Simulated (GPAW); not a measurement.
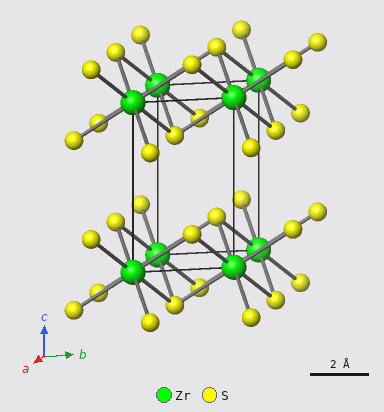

ZrS2, cadmium iodide (CdI₂, 1T) type, space group P-3m1 (No. 164), a = 3.691 Å, b = 3.691 Å, c = 6.041 Å, α = 90.00°, β = 90.00°, γ = 120.00°. Structure drawing (ball-and-stick), viewed slightly off an axis. The conventional unit cell is drawn as a box. Periodic images bonded to atoms of the box are shown as well. The cell is a structure listed in the Materials Project.

One fixed geometry was run with a growing Hubbard U on Zr d. Alike in all runs: GPAW 26.7.0; functional PBEsol; potentials PAW data sets generated in the run's folder for this functional; cutoff 600 eV; k mesh 8 × 8 × 5 on the run's cell of 3 atoms; occupations fermi-dirac, width 0.05 eV; no spin polarisation; no spin-orbit coupling.

| U (eV) | gap (eV) | pressure (GPa) |
| --- | --- | --- |
| 0 | 0.96 | -2.8 |
| 1 | ? | ? |
| 2 | 1.25 | -1.0 |
| 3 | 1.40 | 0.0 |
| 4 | 1.56 | 0.9 |
| 6 | 1.89 | 2.9 |
| 8 | 2.19 | 4.9 |

**What would you expect at U = 1 eV?**

At U = 1 eV the run gave a gap of 1.10 eV and a pressure of -1.9 GPa. A straight line between the neighbouring rows gives 1.10 eV, which is close.

Total energies at different U can't be compared. Gaps are the least found on the k-mesh, which can miss the band edges.

Caveat: GGAs such as PBE, without a dispersion term, bind van der Waals layers too weakly, while LDA tends to overbind them.
